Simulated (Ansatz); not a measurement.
## Ag$_{3}$O in space group P-31m: the states at the Fermi level

```xyz
8
Lattice="5.3180 0.0000 0.0000 -2.6590 4.6055 0.0000 0.0000 0.0000 4.9510" Properties=species:S:1:pos:R:3 pbc="T T T"
Ag    1.6531    0.0000    1.1031
Ag   -0.8266    1.4316    1.1031
Ag    1.8324    3.1739    1.1031
Ag   -1.8324    3.1739    3.8479
Ag    3.6649    0.0000    3.8479
Ag    0.8266    1.4316    3.8479
O     0.0000    3.0703    2.4755
O     2.6590    1.5352    2.4755
```

Computed with DFT r2SCAN, scalar-relativistic, plane waves, PAW; levels and slopes on a dense k mesh at the converged density (Ansatz 0.2.0). No spin polarisation. The levels come from a k mesh of 24×24×18 points. The geometry was not relaxed.

### 1. The sheets

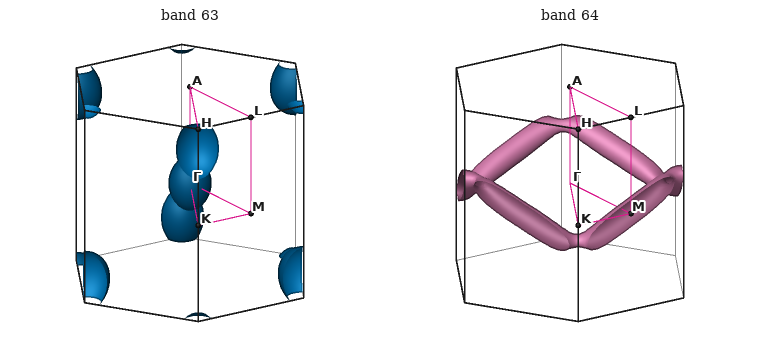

The figure shows the computed Fermi surface of this crystal. Each panel holds one band. The brighter face of a sheet looks towards empty states.

**What does each sheet look like, and where are the electron and hole pockets?**

Two bands cross the Fermi level; this is a three-dimensional metal.

Band 63: two hole pockets on the H–K line (each 1.0 % of the zone) and one hole pocket centred at Γ (0.65 % of the zone).
Band 64: an open sheet between a empty part that runs through the repeated zones in all directions and a filled one that does so in two.
A pocket cut by a face of the zone is counted once with the part on the opposite face.

### 2. Weight on the atoms

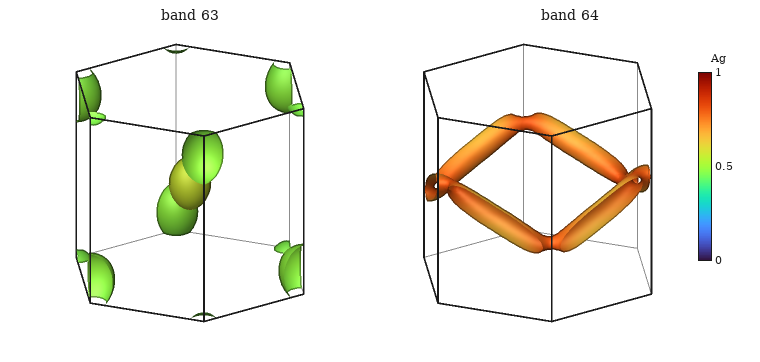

Fermi surface of this crystal, coloured by the weight of the states on Ag (Voronoi cells).

**On which elements do the states at the Fermi level lie?**

Band 63: Ag (51 %) and O (49 %). Band 64: Ag (75 %) and O (25 %).

### 3. Cuts and bands

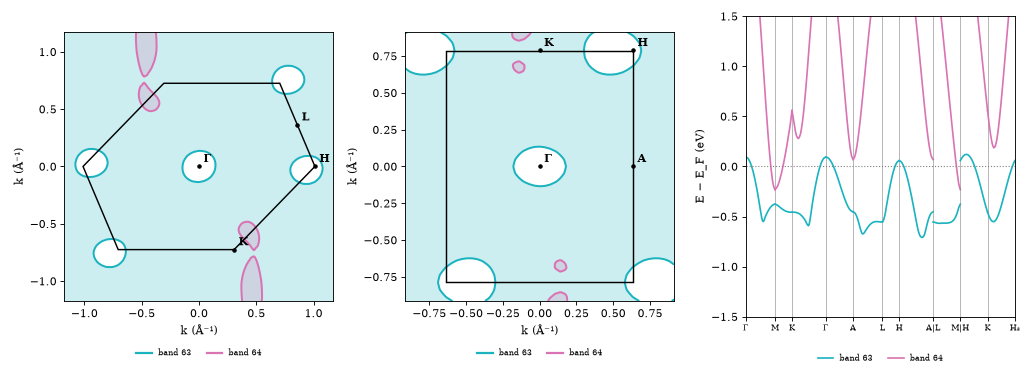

This crystal: cuts through the Fermi surface in the plane through Γ, H and L and the plane through Γ, A and K, filled states shaded, and the bands that cross the Fermi level.

**Give each band's level at the labelled points, in eV from the Fermi level.**

```tsv
band	Γ	A	K	H	M	L
band 63	+0.09	−0.45	−0.46	+0.06	−0.38	−0.55
band 64	above	+0.07	+0.56	above	−0.23	above
```

Negative values are filled states; "above" and "below" lie outside the plotted window.

No Hubbard term was used and no spin, so a compound that is really a magnetic or Mott insulator can come out metallic. Spin-orbit coupling is left out; with Ag it can split, shift or remove sheets. Necks and pockets thinner than about two mesh steps aren't resolved, so separate pockets may in truth be joined.

Cost: 14 min on 2 threads of Arm Neoverse N1, on a shared host, peak memory 4.3 GiB.
